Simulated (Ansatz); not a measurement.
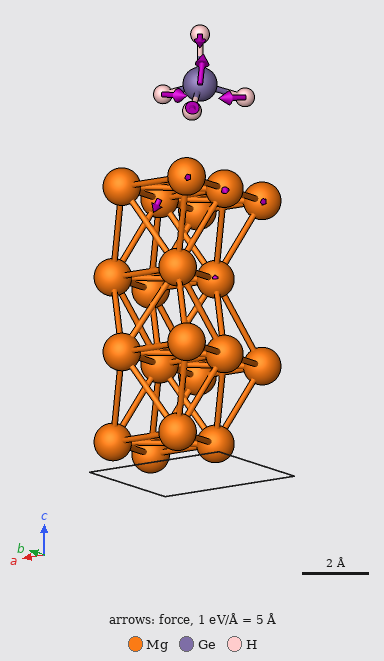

Starting geometry of a slab of composition Mg16GeH4 (cut from the P6_3/mmc phase) with the computed forces as purple arrows. A ball-and-stick model of the cell of the calculation, outlined in the plane, without the vacuum (origin shifted), seen from a free direction.

Case: 1 GeH4 a cell, upright, over a bridge Mg-Mg site. The slab is the (0 0 1) face of Mg with GeH4 on it. 8 atoms are held fixed.

These are results of DFT PBE+D3(BJ), scalar-relativistic, plane waves, PAW (Ansatz 0.2.0), not measurements. Settings: plane-wave cutoff 420 eV; k-point mesh 4 × 4 × 1; occupations gaussian; smearing width 0.1 eV; no spin polarisation; dipole correction; atoms relaxed in a fixed cell; force threshold 0.04 eV/Å; at most 100 steps.

**What follows when this structure is relaxed?**

It isn't relaxed: the largest force vector, on the Ge atom, is 0.22 eV/Å. The final displacements have little in common with the starting forces (cosine between the two patterns 0.15). The largest move is that of an H atom, 1.26 Å at 60° to the normal (+c side). Largest moves by element: H 1.26 Å, Ge 0.62 Å, Mg 0.01 Å. The cell stays as it was. Some distances before and after: Ge–H 1.550 → 1.538 Å, Mg–Mg 3.149 → 3.156 Å, Mg–Mg 3.129 → 3.133 Å. After 18 geometry steps the energy has fallen by 56.8 meV per cell of the calculation. The largest force component goes from 0.2 to 0.0052 eV/Å. The forces were under the threshold at step 3, but the run went on from there.

Limits of the set-up: the periodic images lie only 6.3 Å apart, so the values are limited by the cell's size.
